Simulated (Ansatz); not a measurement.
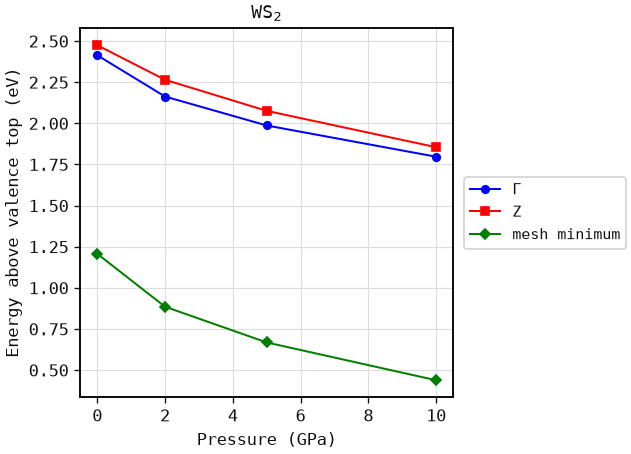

Lowest conduction level at each named k point, counted from the valence-band top at Z, and the lowest one over the whole k mesh (the mesh minimum, which lies off these points). In reduced coordinates of the cell that was run, Z is (0.5, 0.5, 0.5).

System: WS2, space group R3m, 3 atoms in the primitive cell. Cell and atoms are relaxed at each pressure; at 0 GPa, a = 3.148 Å, c = 19.112 Å (hexagonal axes). Ansatz 0.2.0; PBEsol, Ansatz PAW, no spin polarisation, no spin-orbit coupling, 10×10×10 k mesh, 420 eV cutoff.

Question: How does each level move from 0 GPa to 10 GPa?

Answer: Γ falls by 0.61 eV, Z falls by 0.62 eV and the mesh minimum falls by 0.77 eV.

Question: What are the pressure coefficients?

Answer: Straight lines through the points have slopes of −58 at Γ, −60 at Z and −72 at the mesh minimum (meV per GPa). The points bend away from straight lines by up to 0.10 eV, so these are means over the range.

The values:
| pressure | Γ (eV) | Z (eV) | mesh minimum (eV) | volume (Å³/atom) |
| --- | --- | --- | --- | --- |
| 0 GPa | 2.41 | 2.48 | 1.21 | 18.22 |
| 2 GPa | 2.16 | 2.27 | 0.89 | 17.06 |
| 5 GPa | 1.99 | 2.08 | 0.67 | 16.28 |
| 10 GPa | 1.80 | 1.85 | 0.44 | 15.48 |

Spin-orbit coupling is left out, which matters for W. The PAW data sets were made with another functional. LDA, GGA and most meta-GGA functionals understate gaps. F and L are left out: the lowest level there has a kink along the series, as when two levels cross.
